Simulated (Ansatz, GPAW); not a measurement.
# A 9-layer slab of Nb(100): work function by functional and basis, part 4 of 4

How far do functional and basis move the work function of a 9-layer slab of Nb(100)?

GPAW 26.7.0 and Ansatz 0.2.0; Ansatz plane waves; slab in vacuum with a dipole correction, relaxation (the session's first sound run).

So far, upper work function (eV): step 2 (relaxation, PBE) 3.62; step 6 (self-consistent run: xc = "LDA") 3.90; step 7 (self-consistent run: xc = "vdW-DF2", GPAW, PAW setups, GPAW) 4.07; step 8 (OptPBE vdW: xc = "optPBE-vdW", GPAW, PAW setups, GPAW) 3.86; step 9 (real-space grid: mode = "fd", PBE, GPAW) 3.62.

**11. A second plane-wave code**

A second program with its own datasets checks the number independently.

This step: Ansatz plane waves; slab in vacuum with a dipole correction (Ansatz 0.2.0).

Contents of input.yaml:

```yaml
crystal:
  lattice:
    - [3.3, 0.0, 0.0]
    - [0.0, 3.3, 0.0]
    - [0.0, 0.0, 29.2]
  atoms:
    - { symbol: Nb, position: [0.0, 0.0, 0.2739726027] }
    - { symbol: Nb, position: [0.5, 0.5, 0.3304794521] }
    - { symbol: Nb, position: [0.0, 0.0, 0.3869863014] }
    - { symbol: Nb, position: [0.5, 0.5, 0.4434931507] }
    - { symbol: Nb, position: [0.0, 0.0, 0.5006522118] }
    - { symbol: Nb, position: [0.5, 0.5, 0.5563582369] }
    - { symbol: Nb, position: [0.0, 0.0, 0.61505931] }
    - { symbol: Nb, position: [0.5, 0.5, 0.6716584993] }
    - { symbol: Nb, position: [0.0, 0.0, 0.7218616967] }
kpoints:
  mp_grid: { grid: [10, 10, 1] }
hamiltonian:
  xc: pbe
scf:
  occupations: { method: fermi_dirac, width: 0.1 }
efield:
  axis: 3
  dipole_correction: true
  ramp_width: 0.05
output:
  forces: true
  write_potential: true
  write_density: true
  volumetric_format: npy
```

Command:

```sh
$ ansatz run input.yaml --threads 4 --pin off --max-ram 8192MiB --backend cpu --events-out ev --progress --plain --runs-dir out
```

Numbers of over 12 decimals in the logs are rounded to 6 here.

The program printed:

```text
[...]
Crystal: 9 atoms, lattice volume = 317.988 Å³
Basis set: ecut = 420 eV, 6257 PW (Γ), exchange–correlation on 48×48×400 points (8 copies of the dense FFT grid, shifted against one another)
Bands: 71, of which v1, the nominal top of the filled ones, is band 59 counted from 1 (58 counted from 0)
Symmetry: 8 space group operations
[...]
k-points: 21 of 100
[...]
SCF iter   1: F=—  HF=-40967.956352 eV  |F-HF|=—  |Δ(HF+E_count)|=         —  Δρ=1.70e-2  dr2=3.45e1  ethr=1.77e-3  p=-0.008 e·Å  D=-4.68e-3 V/Å  ΔV_dip=0.14 eV  dr2_dipole=1.29e-1  V_vac-E_F(+/−)=4.45/4.31 eV  ⟨swp⟩=8.6  Hψ=6816  notcnv=0
[...]
SCF iter  10: F=-40967.444906 eV  HF=-40967.444907 eV  |F-HF|=5.33e-8  |Δ(HF+E_count)|=   9.95e-9  Δρ=1.15e-6  dr2=5.82e-8  ethr=8.55e-11  p=0.007 e·Å  D=4.11e-3 V/Å  ΔV_dip=-0.12 eV  dr2_dipole=1.07e-10  V_vac-E_F(+/−)=3.62/3.74 eV  ⟨swp⟩=15.4  Hψ=12178  notcnv=0
SCF 1 converged in 10 iterations: F = -40967.444906 eV  dr2 = 5.82e-8
[...]
SCF converged after 10 iterations
Free energy (F): -40967.444906 eV
[...]
Internal energy: -40967.066486 eV  (E = F + TS)
E sigma→0 (E₀):  -40967.255696 eV
Entropy (-TS):   -0.378420 eV (-42.047 meV/atom)
Fermi energy:    7.441002 eV
Dipole field:    D = 0.004124 V/Å  (p = 0.007248 e·Å, saw-weighted, corrected)
Work function:   Φ+ = 3.6190 eV   Φ− = 3.7394 eV
[...]
--- Forces (eV/Å), atoms counted from 1 ---
  atom   1  Nb     0.00000000     0.00000000     0.98396463
  atom   2  Nb     0.00000000     0.00000000    -0.84009062
  atom   3  Nb     0.00000000     0.00000000    -0.51476481
  atom   4  Nb    -0.00000000     0.00000000     0.37034866
  atom   5  Nb     0.00000000     0.00000000    -0.00003801
  atom   6  Nb     0.00000000     0.00000000     0.00063290
  atom   7  Nb    -0.00000000     0.00000000     0.00342174
  atom   8  Nb     0.00000000     0.00000000    -0.00574041
  atom   9  Nb    -0.00000000     0.00000000     0.00226274
  max |Σ_I F_I| component: 3.18e-6 eV/Å
--- Band table (eV; the first three rows and the last of 21) ---
  k-point 0: bands = [... 55 lower, 7.6904, 7.6989, 7.6989, 7.7719, 7.7719, 7.9255, 7.9255, 7.9255, ... 8 higher]
  k-point 1: bands = [... 55 lower, 7.4488, 7.5435, 7.5821, 7.6947, 7.8218, 7.9118, 7.9663, 8.1352, ... 8 higher]
  k-point 2: bands = [... 55 lower, 7.0852, 7.2837, 7.4136, 7.4963, 7.6312, 7.6955, 8.2133, 8.3669, ... 8 higher]
  k-point 20: bands = [... 55 lower, 6.9695, 6.9695, 7.8036, 7.8036, 8.8253, 8.8253, 9.6476, 9.6532, ... 8 higher]
```

Elapsed: 31 s, on 4 threads of Arm Neoverse N1, shared host; peak memory 0.92 GiB.

The column dr2 measures how far the density is from self-consistency, as an energy; F and HF (Harris–Foulkes) agree once it is small.

Numbers from this step:

```
upper work function     : 3.619 eV
lower work function     : 3.739 eV
dipole along the normal : 0.007248 e·Å
dipole field            : 0.004124 V/Å
```

The electrostatic potential energy of an electron (with the applied field's), less the Fermi level, planar mean oscillates, so the rows of the table below give means over windows of 1.61 Å about each position, cut where the curve ends. Its maxima inside the range that stand out by 2 % of the span (Å: eV): 8.9: -7.12, 10.5: -7.04, 12.1: -6.97, 13.7: -6.73, 15.5: -7.33, 17.1: -6.05, 18.8: -7.03, 20.3: -10.1. Its minima: 8.0: -15.0, 9.6: -14.7, 11.2: -14.7, 13.0: -14.6, 14.6: -14.6, 16.2: -14.6, 18.0: -14.8, 19.6: -14.7, 21.0: -15.2.

Electrostatic potential energy of an electron (with the applied field's), less the Fermi level, planar mean against z; means over each step:

```
z (Å)  electrostatic potential energy of an electron (with the applied field's), less the Fermi level, planar mean (eV)
 0.81                                                                                                              3.73
 2.42                                                                                                              3.74
 4.02                                                                                                              3.73
 5.63                                                                                                              3.33
 7.24                                                                                                             -5.38
 8.85                                                                                                             -11.0
10.46                                                                                                             -10.9
12.07                                                                                                             -10.9
13.68                                                                                                             -10.6
15.29                                                                                                             -11.1
16.90                                                                                                             -10.3
18.51                                                                                                             -11.0
20.12                                                                                                             -12.7
21.73                                                                                                             -6.41
23.34                                                                                                              3.15
24.95                                                                                                              3.60
26.56                                                                                                              3.62
28.17                                                                                                              3.63
```

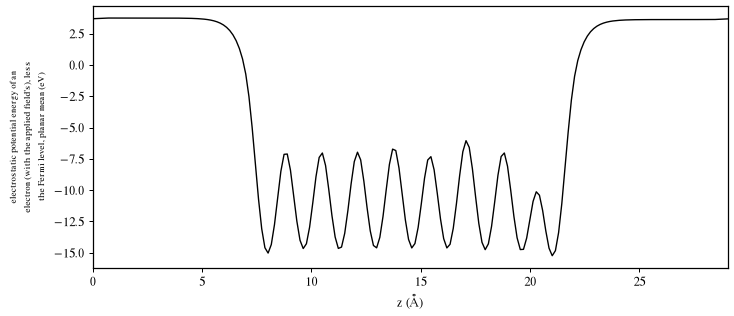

Electrostatic potential energy of an electron (with the applied field's), less the Fermi level, planar mean, plotted against z.

The valence density, planar mean oscillates, so the rows of the table below give means over windows of 1.61 Å about each position, cut where the curve ends. Its maxima inside the range that stand out by 2 % of the span (Å: e/Å³): 8.0: 0.939, 9.6: 0.958, 11.2: 0.955, 13.0: 0.956, 14.6: 0.960, 16.2: 0.956, 18.0: 0.955, 19.6: 0.974, 21.0: 0.960. Its minima: 8.8: 0.450, 10.5: 0.437, 12.1: 0.433, 13.7: 0.430, 15.5: 0.455, 17.1: 0.393, 18.8: 0.438, 20.3: 0.596.

The valence density, planar mean by z; means over each step:

```
z (Å)  valence density, planar mean (e/Å³)
 2.42                               1.2e-5
 4.02                               3.5e-4
 5.63                              0.00944
 7.24                                0.392
 8.85                                0.717
10.46                                0.717
12.07                                0.717
13.68                                0.708
15.29                                0.730
16.90                                0.686
18.51                                0.717
20.12                                0.814
21.73                                0.453
23.34                               0.0111
24.95                               3.9e-4
26.56                               1.3e-5
```

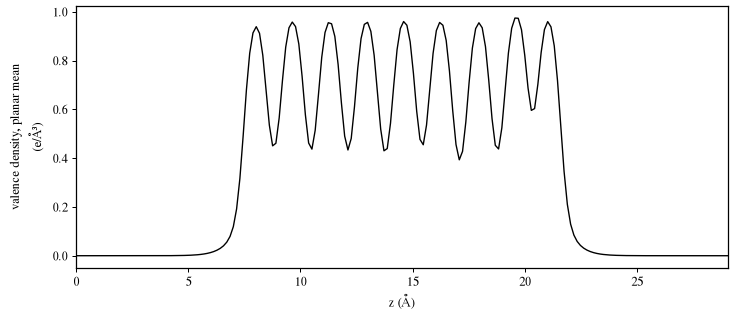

Valence density, planar mean, plotted against z.

Force by atom:

```
atom  x (eV/Å)  y (eV/Å)  z (eV/Å)   size
 Nb1     0.000     0.000     0.984  0.984
 Nb2     0.000     0.000    -0.840  0.840
 Nb3     0.000     0.000    -0.515  0.515
 Nb4     0.000     0.000     0.370  0.370
 Nb5     0.000     0.000     0.000  0.000
 Nb6     0.000     0.000     0.001  0.001
 Nb7     0.000     0.000     0.003  0.003
 Nb8     0.000     0.000    -0.006  0.006
 Nb9     0.000     0.000     0.002  0.002
```

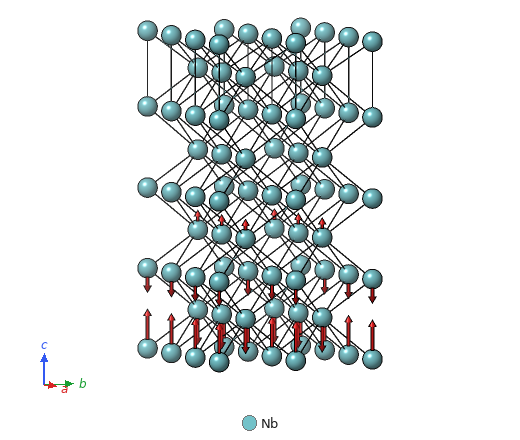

Force as arrows, the longest 0.984 eV/Å. 3×2×1 cells are drawn. Some periodic images of atoms are drawn too.

The upper face's work function is 3.619 eV, against 3.625 eV in the first plane-wave PBE run at this geometry.

**12. Side by side**

Results and costs are gathered.

This step: comparison of work functions, dipole and cost (GPAW 26.7.0).

Ladder, by row:

```
      step    code  work function, upper (eV)  work function, lower (eV)  dipole (e Å)  wall time (s)  peak memory (GiB)  threads
        pw    GPAW                      3.625                      3.746      0.007378           1282               0.42        1
      RPBE    GPAW                       3.47                      3.595      0.007654           1401               0.42        1
    revPBE    GPAW                      3.487                      3.614      0.007695           1415               0.42        1
       LDA    GPAW                        3.9                      4.006      0.006506           1185               0.42        1
   vdW-DF2    GPAW                      4.066                      4.156       0.00553           1266               0.59        1
optPBE-vdW    GPAW                      3.864                      3.969      0.006373           1237               0.59        1
        fd    GPAW                      3.624                      3.745      0.007312           8400                  3        1
    ansatz  Ansatz                      3.619                      3.739      0.007248             31              0.921        4
```

**13. What came out**

```yaml
work_function_upper_and_lower_face: 3.625 and 3.746 eV
dipole_along_the_normal: 0.00738 e Å
```

With plane waves and PBE the work function is 3.62 eV on the upper face and 3.75 eV on the lower. The two faces differ by 0.12 eV, the step that the slab's dipole makes (e p/(ε0 A) gives 0.12 eV), so the dipole layer is needed. The lowest atoms were held at bulk positions, which alone makes the faces unlike. The measured value for this face is 3.97 eV (as compiled in "Anisotropic work function of elemental crystals", 2019, arxiv:1902.07811); the relaxed upper face lies 0.35 eV under it with PBE, and LDA comes nearest (3.90 eV). Measured work functions scatter by a tenth of an eV or more between methods. Over the sound runs of the table the upper face's work function spans 3.470 (RPBE) to 4.066 eV (vdW-DF2). The two plane-wave codes differ by 0.0057 eV on the upper face. The in-plane lattice was kept as typed, which isn't the functional's own and leaves some strain; spin-orbit coupling and temperature are left out.

[Logs are printed without paths, hosts, clocks, repeated set-up lines and the standing remarks that a program may print on its own settings, such as how far it seeks lower states.]

[Hosts, paths, dates, database ids (printed as entryN), source tags and the programs' standing remarks are cut or masked in the printed files.]
